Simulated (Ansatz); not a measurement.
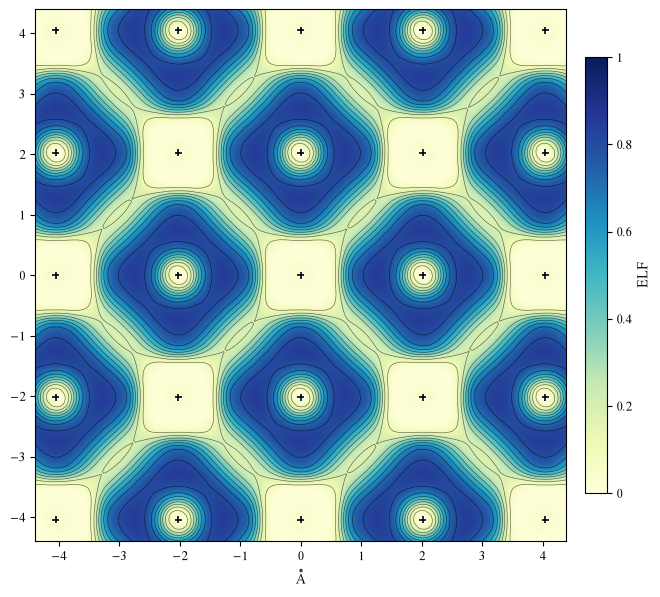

The ELF on a plane through atoms (crosses mark nuclei in the plane).

Theory: Ansatz, DFT PBEsol, scalar-relativistic, plane waves, PAW.

Candidates:
A. SiC (interface cell), a = 3.08 Å, b = 7.55 Å, c = 10.92 Å, α = 90.00°, β = 90.00°, γ = 90.00°. 
B. AlN, a = 4.05 Å, b = 4.05 Å, c = 4.05 Å, α = 90.00°, β = 90.00°, γ = 90.00°. Space group Fm-3m; a structure from a database of computed crystals, not necessarily the ambient phase.

Which system is this?

Answer. Candidate B: AlN on the (001) plane of the conventional cell, which holds Al and N. Al–N (2.02 Å): the ELF peaks at about 0.85 in the valence shell of N, 0.8 Å from its nucleus, and is about 0.80 at the midpoint.
